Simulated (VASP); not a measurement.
BN: geometry relaxation (part 1 of 5)

BN (P6₃/mmc, 4 atoms in the cell), computed with Kohn-Sham DFT of a periodic cell, PBE with D3(BJ), VASP PAW PBE potentials, recommended, no spin polarisation (VASP 6.6.1).

The structure derives from an entry of the Crystallography Open Database. The run did not end well.

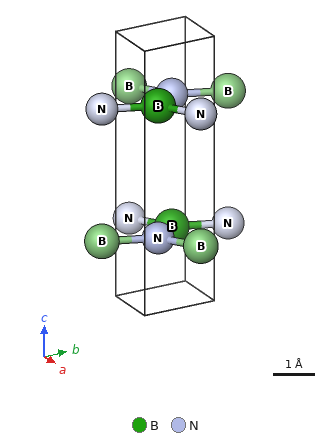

Fig. 1: The structure as given in the input (ball-and-stick view of the cell of the calculation, seen slightly off an axis; neighbours outside the cell are drawn fainter). An atom can appear more than once, as a periodic image. Near neighbours in the periodic cell (some may lie outside the picture): B has 3 N at 1.44 Å; N has 3 B at 1.44 Å.

### INCAR
```
SYSTEM = BN
PREC = Accurate ; ENCUT = 520
EDIFF = 1E-7 ; ISMEAR = 0
SIGMA = 0.02 ; LREAL = .FALSE.
LASPH = .TRUE. ; NELM = 4
ALGO = Normal ; ISIF = 3
LWAVE = .FALSE. ; LCHARG = .FALSE.
GGA = PE ; IVDW = 12
IBRION = 2 ; NSW = 80
EDIFFG = -0.002
```

### KPOINTS
```
Automatic mesh
0
G
  15 15 6
  0 0 0
```

### POSCAR
```
BN
1.0
    2.4982400000      0.0000000000      0.0000000000
   -1.2491200000      2.1635393000      0.0000000000
    0.0000000000      0.0000000000      6.6357000000
B N
2 2
Direct
    0.3333333300      0.6666666700      0.2500000000
    0.6666666700      0.3333333300      0.7500000000
    0.3333333300      0.6666666700      0.7500000000
    0.6666666700      0.3333333300      0.2500000000
```

Launched with:
```bash
cat potpaw_PBE.64/B/POTCAR potpaw_PBE.64/N/POTCAR > POTCAR
mpirun -np 1 vasp_std > vasp.out
```

### OSZICAR
```
N       E                     dE             d eps       ncg     rms          rms(c)
DAV:   1     0.657973945616E+02    0.65797E+02   -0.84407E+03  2608   0.124E+03
DAV:   2    -0.343851873889E+02   -0.10018E+03   -0.91966E+02  3868   0.267E+02
DAV:   3    -0.387103947858E+02   -0.43252E+01   -0.42999E+01  3304   0.580E+01
DAV:   4    -0.387523568510E+02   -0.41962E-01   -0.41933E-01  3220   0.621E+00
   1 F= -.39320036E+02 E0= -.39320036E+02  d E =-.393200E+02
       N       E                     dE             d eps       ncg     rms          rms(c)
DAV:   1    -0.756076534425E+02   -0.36897E+02   -0.98593E+02  2868   0.230E+02    0.326E+01
DAV:   2    -0.364992441218E+02    0.39108E+02   -0.72901E+01  2864   0.695E+01    0.124E+01
DAV:   3    -0.287639367141E+02    0.77353E+01   -0.36296E+01  2976   0.360E+01    0.975E+00
DAV:   4    -0.266293952365E+02    0.21345E+01   -0.77426E+00  3360   0.192E+01
   2 F= -.26887869E+02 E0= -.26887869E+02  d E =0.124322E+02
       N       E                     dE             d eps       ncg     rms          rms(c)
DAV:   1    -0.266512481446E+02    0.21127E+01   -0.28571E+01  3076   0.387E+01    0.419E+00
DAV:   2    -0.264372846017E+02    0.21396E+00   -0.88553E-01  3188   0.759E+00    0.168E+00
DAV:   3    -0.264288607730E+02    0.84238E-02   -0.62342E-02  3112   0.206E+00    0.719E-01
DAV:   4    -0.264521526288E+02   -0.23292E-01   -0.18489E-02  3400   0.107E+00
   3 F= -.26707579E+02 E0= -.26707579E+02  d E =0.126125E+02
       N       E                     dE             d eps       ncg     rms          rms(c)
DAV:   1    -0.353001629156E+02   -0.88713E+01   -0.10550E+02  3072   0.916E+01    0.119E+01
DAV:   2    -0.317852686031E+02    0.35149E+01   -0.10841E+01  2968   0.257E+01    0.313E+00
DAV:   3    -0.315665999357E+02    0.21867E+00   -0.71488E-01  3064   0.652E+00    0.152E+00
DAV:   4    -0.314775666223E+02    0.89033E-01   -0.12919E-01  3064   0.237E+00
   4 F= -.31783981E+02 E0= -.31783981E+02  d E =0.753606E+01
       N       E                     dE             d eps       ncg     rms          rms(c)
DAV:   1    -0.388538158857E+02   -0.72872E+01   -0.11871E+02  2916   0.103E+02    0.126E+01
DAV:   2    -0.347193371351E+02    0.41345E+01   -0.10505E+01  2900   0.267E+01    0.383E+00
DAV:   3    -0.343874548646E+02    0.33188E+00   -0.12249E+00  3032   0.846E+00    0.159E+00
DAV:   4    -0.343078124249E+02    0.79642E-01   -0.11938E-01  3308   0.271E+00
   5 F= -.34709963E+02 E0= -.34709963E+02  d E =0.461007E+01
       N       E                     dE             d eps       ncg     rms          rms(c)
DAV:   1    -0.364073688051E+02   -0.20199E+01   -0.35358E+01  2788   0.572E+01    0.687E+00
DAV:   2    -0.351415855751E+02    0.12658E+01   -0.28400E+00  2900   0.144E+01    0.215E+00
DAV:   3    -0.350210722401E+02    0.12051E+00   -0.38310E-01  3080   0.484E+00    0.848E-01
DAV:   4    -0.349974708651E+02    0.23601E-01   -0.39493E-02  3340   0.171E+00
   6 F= -.35471580E+02 E0= -.35471580E+02  d E =0.384846E+01
       N       E                     dE             d eps       ncg     rms          rms(c)
DAV:   1    -0.355425901404E+02   -0.52152E+00   -0.99264E+00  2764   0.302E+01    0.359E+00
DAV:   2    -0.351892074401E+02    0.35338E+00   -0.75504E-01  2908   0.758E+00    0.114E+00
DAV:   3    -0.351527044725E+02    0.36503E-01   -0.10987E-01  3088   0.262E+00    0.437E-01
DAV:   4    -0.351460582707E+02    0.66462E-02   -0.11702E-02  3316   0.964E-01
   7 F= -.35664015E+02 E0= -.35664015E+02  d E =0.365602E+01
       N       E                     dE             d eps       ncg     rms          rms(c)
DAV:   1    -0.352714412339E+02   -0.11874E+00   -0.26358E+00  2768   0.155E+01    0.184E+00
DAV:   2    -0.351781428536E+02    0.93298E-01   -0.19447E-01  2924   0.390E+00    0.590E-01
DAV:   3    -0.351678612204E+02    0.10282E-01   -0.28643E-02  3100   0.136E+00    0.221E-01
DAV:   4    -0.351660664497E+02    0.17948E-02   -0.31513E-03  3288   0.509E-01
   8 F= -.35708128E+02 E0= -.35708128E+02  d E =0.361191E+01
       N       E                     dE             d eps       ncg     rms          rms(c)
DAV:   1    -0.351887527895E+02   -0.20892E-01   -0.68031E-01  2760   0.785E+00    0.929E-01
DAV:   2    -0.351647430647E+02    0.24010E-01   -0.49396E-02  2952   0.198E+00    0.300E-01
DAV:   3    -0.351620206091E+02    0.27225E-02   -0.74284E-03  3068   0.698E-01    0.111E-01
DAV:   4    -0.351615549381E+02    0.46567E-03   -0.82916E-04  3280   0.263E-01
   9 F= -.35716234E+02 E0= -.35716234E+02  d E =0.360380E+01
       N       E                     dE             d eps       ncg     rms          rms(c)
DAV:   1    -0.351620871457E+02   -0.66537E-04   -0.15446E-01  2760   0.374E+00    0.442E-01
DAV:   2    -0.351566387112E+02    0.54484E-02   -0.11128E-02  2964   0.946E-01    0.143E-01
DAV:   3    -0.351560097665E+02    0.62894E-03   -0.16944E-03  3036   0.334E-01    0.531E-02
DAV:   4    -0.351559038726E+02    0.10589E-03   -0.19105E-04  3312   0.127E-01
  10 F= -.35716693E+02 E0= -.35716693E+02  d E =0.360334E+01
       N       E                     dE             d eps       ncg     rms          rms(c)
DAV:   1    -0.351560500573E+02   -0.40291E-04   -0.21832E-04  3004   0.124E-01    0.193E-02
DAV:   2    -0.351560453776E+02    0.46797E-05   -0.15240E-05  3088   0.371E-02    0.925E-03
DAV:   3    -0.351560457022E+02   -0.32459E-06   -0.20306E-06  3196   0.123E-02    0.330E-03
DAV:   4    -0.351560459112E+02   -0.20900E-06   -0.34945E-07  3160   0.517E-03
  11 F= -.35716698E+02 E0= -.35716698E+02  d E =0.360334E+01
       N       E                     dE             d eps       ncg     rms          rms(c)
DAV:   1    -0.351605887994E+02   -0.45431E-02   -0.38997E-02  2800   0.185E+00    0.222E-01
DAV:   2    -0.351592351753E+02    0.13536E-02   -0.28249E-03  2864   0.478E-01    0.724E-02
DAV:   3    -0.351590866845E+02    0.14849E-03   -0.41084E-04  3120   0.165E-01    0.251E-02
DAV:   4    -0.351590601254E+02    0.26559E-04   -0.46317E-05  3288   0.620E-02
  12 F= -.35716716E+02 E0= -.35716716E+02  d E =0.360332E+01
       N       E                     dE             d eps       ncg     rms          rms(c)
DAV:   1    -0.351584041757E+02    0.68251E-03   -0.32282E-03  2808   0.525E-01    0.640E-02
DAV:   2    -0.351582982242E+02    0.10595E-03   -0.23238E-04  2828   0.138E-01    0.214E-02
DAV:   3    -0.351582876763E+02    0.10548E-04   -0.32702E-05  3096   0.470E-02    0.679E-03
DAV:   4    -0.351582858927E+02    0.17835E-05   -0.34810E-06  3256   0.170E-02
  13 F= -.35716762E+02 E0= -.35716762E+02  d E =0.360327E+01
       N       E                     dE             d eps       ncg     rms          rms(c)
DAV:   1    -0.351574005621E+02    0.88711E-03   -0.50427E-03  2792   0.669E-01    0.801E-02
DAV:   2    -0.351572251995E+02    0.17536E-03   -0.36555E-04  2916   0.172E-01    0.260E-02
DAV:   3    -0.351572057307E+02    0.19469E-04   -0.54047E-05  3068   0.599E-02    0.919E-03
DAV:   4    -0.351572024924E+02    0.32383E-05   -0.60484E-06  3288   0.225E-02
  14 F= -.35716765E+02 E0= -.35716765E+02  d E =0.360327E+01
       N       E                     dE             d eps       ncg     rms          rms(c)
DAV:   1    -0.351574464196E+02   -0.24069E-03   -0.25836E-04  2804   0.148E-01    0.181E-02
DAV:   2    -0.351574378509E+02    0.85687E-05   -0.18591E-05  2832   0.391E-02    0.616E-03
DAV:   3    -0.351574370281E+02    0.82281E-06   -0.25927E-06  3084   0.133E-02    0.191E-03
DAV:   4    -0.351574368681E+02    0.15994E-06   -0.27042E-07  2948   0.478E-03
  15 F= -.35716770E+02 E0= -.35716770E+02  d E =0.360327E+01
       N       E                     dE             d eps       ncg     rms          rms(c)
DAV:   1    -0.351578987684E+02   -0.46174E-03   -0.79070E-04  2768   0.265E-01    0.317E-02
DAV:   2    -0.351578708661E+02    0.27902E-04   -0.57379E-05  2900   0.681E-02    0.103E-02
DAV:   3    -0.351578677307E+02    0.31354E-05   -0.84254E-06  3076   0.237E-02    0.362E-03
DAV:   4    -0.351578671239E+02    0.60673E-06   -0.94594E-07  3284   0.888E-03
  16 F= -.35716772E+02 E0= -.35716772E+02  d E =0.360326E+01
       N       E                     dE             d eps       ncg     rms          rms(c)
DAV:   1    -0.351576991198E+02    0.16861E-03   -0.14021E-04  2796   0.110E-01    0.133E-02
DAV:   2    -0.351576945407E+02    0.45791E-05   -0.10111E-05  2816   0.287E-02    0.443E-03
DAV:   3    -0.351576940749E+02    0.46579E-06   -0.14406E-06  3088   0.984E-03    0.144E-03
DAV:   4    -0.351576940081E+02    0.66759E-07   -0.13763E-07  1916   0.360E-03
  17 F= -.35716772E+02 E0= -.35716772E+02  d E =0.360326E+01
       N       E                     dE             d eps       ncg     rms          rms(c)
DAV:   1    -0.351589677740E+02   -0.12737E-02   -0.21423E-02  2728   0.141E+00    0.101E-01
DAV:   2    -0.351587213677E+02    0.24641E-03   -0.28358E-04  3300   0.150E-01    0.576E-02
DAV:   3    -0.351586039383E+02    0.11743E-03   -0.20801E-04  3172   0.111E-01    0.946E-03
DAV:   4    -0.351586020522E+02    0.18860E-05   -0.80947E-06  3084   0.265E-02
  18 F= -.35716798E+02 E0= -.35716798E+02  d E =-.253372E-04
       N       E                     dE             d eps       ncg     rms          rms(c)
DAV:   1    -0.351583687220E+02    0.23522E-03   -0.50392E-03  2740   0.683E-01    0.494E-02
DAV:   2    -0.351583127252E+02    0.55997E-04   -0.67752E-05  3276   0.733E-02    0.281E-02
DAV:   3    -0.351582869004E+02    0.25825E-04   -0.48960E-05  3160   0.539E-02    0.456E-03
DAV:   4    -0.351582865195E+02    0.38091E-06   -0.19060E-06  3100   0.129E-02
  19 F= -.35716907E+02 E0= -.35716907E+02  d E =-.134121E-03
       N       E                     dE             d eps       ncg     rms          rms(c)
DAV:   1    -0.351578266232E+02    0.46028E-03   -0.61984E-03  2636   0.699E-01    0.682E-02
DAV:   2    -0.351576719517E+02    0.15467E-03   -0.24372E-04  2856   0.143E-01    0.281E-02
DAV:   3    -0.351576386444E+02    0.33307E-04   -0.68606E-05  3144   0.653E-02    0.103E-02
DAV:   4    -0.351576345659E+02    0.40786E-05   -0.89149E-06  3316   0.267E-02
  20 F= -.35717012E+02 E0= -.35717012E+02  d E =-.105689E-03
       N       E                     dE             d eps       ncg     rms          rms(c)
DAV:   1    -0.351573456900E+02    0.29295E-03   -0.55366E-02  2624   0.209E+00    0.203E-01
DAV:   2    -0.351559585377E+02    0.13872E-02   -0.21823E-03  2868   0.428E-01    0.836E-02
DAV:   3    -0.351556609128E+02    0.29762E-03   -0.61108E-04  3140   0.195E-01    0.308E-02
DAV:   4    -0.351556242322E+02    0.36681E-04   -0.80369E-05  3316   0.802E-02
  21 F= -.35717284E+02 E0= -.35717284E+02  d E =-.377772E-03
       N       E                     dE             d eps       ncg     rms          rms(c)
DAV:   1    -0.351582567608E+02   -0.25958E-02   -0.22275E-01  2600   0.421E+00    0.408E-01
DAV:   2    -0.351526927109E+02    0.55640E-02   -0.87713E-03  2864   0.858E-01    0.168E-01
DAV:   3    -0.351514966754E+02    0.11960E-02   -0.24405E-03  3140   0.390E-01    0.619E-02
DAV:   4    -0.351513494588E+02    0.14722E-03   -0.32034E-04  3320   0.160E-01
  22 F= -.35717618E+02 E0= -.35717618E+02  d E =-.711432E-03
       N       E                     dE             d eps       ncg     rms          rms(c)
DAV:   1    -0.351696156205E+02   -0.18119E-01   -0.90808E-01  2608   0.853E+00    0.823E-01
DAV:   2    -0.351471461740E+02    0.22469E-01   -0.35769E-02  2864   0.174E+00    0.339E-01
DAV:   3    -0.351423234831E+02    0.48227E-02   -0.98179E-03  3140   0.786E-01    0.125E-01
DAV:   4    -0.351417299679E+02    0.59352E-03   -0.12785E-03  3316   0.321E-01
  23 F= -.35717388E+02 E0= -.35717388E+02  d E =-.481528E-03
       N       E                     dE             d eps       ncg     rms          rms(c)
DAV:   1    -0.352311509180E+02   -0.88827E-01   -0.37732E+00  2592   0.175E+01    0.168E+00
DAV:   2    -0.351396949055E+02    0.91456E-01   -0.14829E-01  2864   0.355E+00    0.694E-01
DAV:   3    -0.351200692708E+02    0.19626E-01   -0.39977E-02  3124   0.160E+00    0.255E-01
DAV:   4    -0.351176639249E+02    0.24053E-02   -0.50992E-03  3288   0.647E-01
  24 F= -.35712786E+02 E0= -.35712786E+02  d E =0.412061E-02
       N       E                     dE             d eps       ncg     rms          rms(c)
DAV:   1    -0.355109283189E+02   -0.39086E+00   -0.16302E+01  2592   0.370E+01    0.349E+00
DAV:   2    -0.351351283311E+02    0.37580E+00   -0.63019E-01  2912   0.740E+00    0.146E+00
DAV:   3    -0.350535071105E+02    0.81621E-01   -0.16685E-01  3080   0.333E+00    0.529E-01
DAV:   4    -0.350437110869E+02    0.97960E-02   -0.20194E-02  3276   0.131E+00
  25 F= -.35680470E+02 E0= -.35680470E+02  d E =0.364361E-01
       N       E                     dE             d eps       ncg     rms          rms(c)
DAV:   1    -0.353718016306E+02   -0.31829E+00   -0.88729E+00  2620   0.261E+01    0.257E+00
DAV:   2    -0.351537018878E+02    0.21810E+00   -0.33184E-01  2876   0.560E+00    0.108E+00
DAV:   3    -0.351066002786E+02    0.47102E-01   -0.10274E-01  3096   0.259E+00    0.374E-01
DAV:   4    -0.351012192617E+02    0.53810E-02   -0.12754E-02  3272   0.104E+00
  26 F= -.35707623E+02 E0= -.35707623E+02  d E =0.928315E-02
       N       E                     dE             d eps       ncg     rms          rms(c)
DAV:   1    -0.351484875880E+02   -0.41887E-01   -0.10041E+00  2596   0.898E+00    0.859E-01
DAV:   2    -0.351229713695E+02    0.25516E-01   -0.37574E-02  2956   0.182E+00    0.359E-01
DAV:   3    -0.351171388385E+02    0.58325E-02   -0.11530E-02  3116   0.856E-01    0.134E-01
DAV:   4    -0.351164766794E+02    0.66216E-03   -0.14836E-03  3304   0.351E-01
  27 F= -.35712363E+02 E0= -.35712363E+02  d E =0.454363E-02
       N       E                     dE             d eps       ncg     rms          rms(c)
DAV:   1    -0.351199549665E+02   -0.28161E-02   -0.12489E-02  2744   0.115E+00    0.135E-01
DAV:   2    -0.351194739437E+02    0.48102E-03   -0.10479E-03  3048   0.292E-01    0.388E-02
DAV:   3    -0.351194322285E+02    0.41715E-04   -0.12876E-04  2996   0.943E-02    0.169E-02
DAV:   4    -0.351194246720E+02    0.75565E-05   -0.13736E-05  3300   0.353E-02
  28 F= -.35713055E+02 E0= -.35713055E+02  d E =-.691581E-03
       N       E                     dE             d eps       ncg     rms          rms(c)
DAV:   1    -0.351216818106E+02   -0.22496E-02   -0.81093E-03  2784   0.889E-01    0.112E-01
DAV:   2    -0.351213717838E+02    0.31003E-03   -0.71432E-04  2956   0.242E-01    0.334E-02
DAV:   3    -0.351213470194E+02    0.24764E-04   -0.81712E-05  3000   0.761E-02    0.118E-02
DAV:   4    -0.351213421075E+02    0.49119E-05   -0.73677E-06  3264   0.257E-02
  29 F= -.35713296E+02 E0= -.35713296E+02  d E =-.933546E-03
       N       E                     dE             d eps       ncg     rms          rms(c)
DAV:   1    -0.351258653996E+02   -0.45184E-02   -0.32986E-02  2784   0.178E+00    0.227E-01
DAV:   2    -0.351246120960E+02    0.12533E-02   -0.29204E-03  2940   0.490E-01    0.679E-02
DAV:   3    -0.351245149640E+02    0.97132E-04   -0.32777E-04  3028   0.153E-01    0.233E-02
DAV:   4    -0.351244958246E+02    0.19139E-04   -0.29644E-05  3244   0.513E-02
  30 F= -.35713116E+02 E0= -.35713116E+02  d E =-.753047E-03
       N       E                     dE             d eps       ncg     rms          rms(c)
DAV:   1    -0.351232083130E+02    0.13067E-02   -0.12823E-02  2792   0.110E+00    0.141E-01
DAV:   2    -0.351227364351E+02    0.47188E-03   -0.11224E-03  2928   0.305E-01    0.433E-02
DAV:   3    -0.351227019611E+02    0.34474E-04   -0.12570E-04  2972   0.948E-02    0.137E-02
DAV:   4    -0.351226957047E+02    0.62564E-05   -0.10989E-05  3236   0.313E-02
  31 F= -.35713337E+02 E0= -.35713337E+02  d E =-.973708E-03
       N       E                     dE             d eps       ncg     rms          rms(c)
DAV:   1    -0.351251074232E+02   -0.24055E-02   -0.29135E-02  2592   0.151E+00    0.123E-01
DAV:   2    -0.351245675393E+02    0.53988E-03   -0.70073E-04  3100   0.247E-01    0.602E-02
DAV:   3    -0.351243976108E+02    0.16993E-03   -0.32881E-04  3148   0.142E-01    0.199E-02
DAV:   4    -0.351243864368E+02    0.11174E-04   -0.33693E-05  3260   0.533E-02
  32 F= -.35714055E+02 E0= -.35714055E+02  d E =-.718554E-03
       N       E                     dE             d eps       ncg     rms          rms(c)
DAV:   1    -0.351350731919E+02   -0.10676E-01   -0.25586E-01  2592   0.447E+00    0.363E-01
DAV:   2    -0.351302559456E+02    0.48172E-02   -0.60748E-03  3100   0.726E-01    0.179E-01
DAV:   3    -0.351287048094E+02    0.15511E-02   -0.29801E-03  3144   0.426E-01    0.595E-02
DAV:   4    -0.351286078261E+02    0.96983E-04   -0.29761E-04  3256   0.159E-01
  33 F= -.35715380E+02 E0= -.35715380E+02  d E =-.204363E-02
       N       E                     dE             d eps       ncg     rms          rms(c)
DAV:   1    -0.351589982409E+02   -0.30293E-01   -0.10072E+00  2592   0.886E+00    0.719E-01
DAV:   2    -0.351398472672E+02    0.19151E-01   -0.23751E-02  3104   0.144E+00    0.355E-01
```
